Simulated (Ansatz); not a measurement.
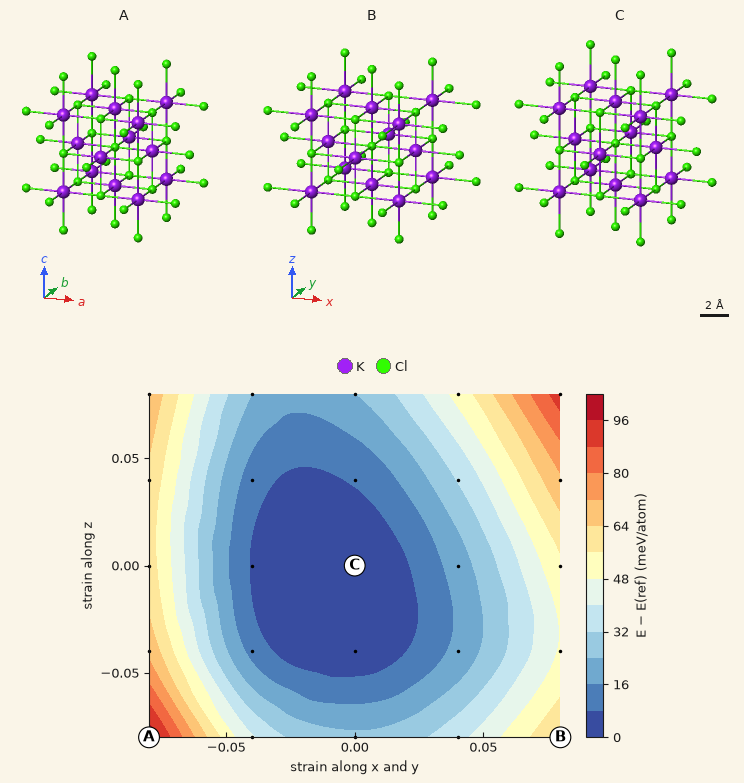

Crystalline KCl (Fm-3m): the cell is strained equally along x and y and separately along z, with the atoms kept at their fractional coordinates. x, y and z are the Cartesian axes of the input. The map is interpolated between the computed points (dots). The lettered frames are marked on it. The picture is a ball-and-stick view of the conventional cell (4 times the calculation's cell), seen slightly off an axis. Lengths and directions refer to the drawn axes.

Theory: Ansatz, DFT PBEsol, scalar-relativistic, plane waves, PAW. Settings: plane-wave cutoff 420 eV; k-point mesh 6 × 6 × 6; occupations gaussian; smearing width 0.05 eV; no spin polarisation. Energies (free energies at the smearing named) are counted from the cell as listed in its source, which wasn't relaxed.

### Describe the energy landscape.

In pairs of (strain along x and y; strain along z): the lowest computed point lies at (0.000, 0.000) (0.0 meV/atom), the highest at (−0.080, −0.080) (101.2 meV/atom). The valley is tilted: raising the in-plane strain is made harder by raising the strain along z (cross term 0.20 of the geometric mean of the two curvatures). Over the ranges scanned the energy rises more along the first axis, the in-plane strain. The pressure runs from −2.5 GPa at (0.080, 0.080) to 6.9 GPa at (−0.080, −0.080). The frames lie at A (−0.080, −0.080): 101.2 meV/atom, B (0.080, −0.080): 64.0 meV/atom, C (0.000, 0.000): 0.0 meV/atom.
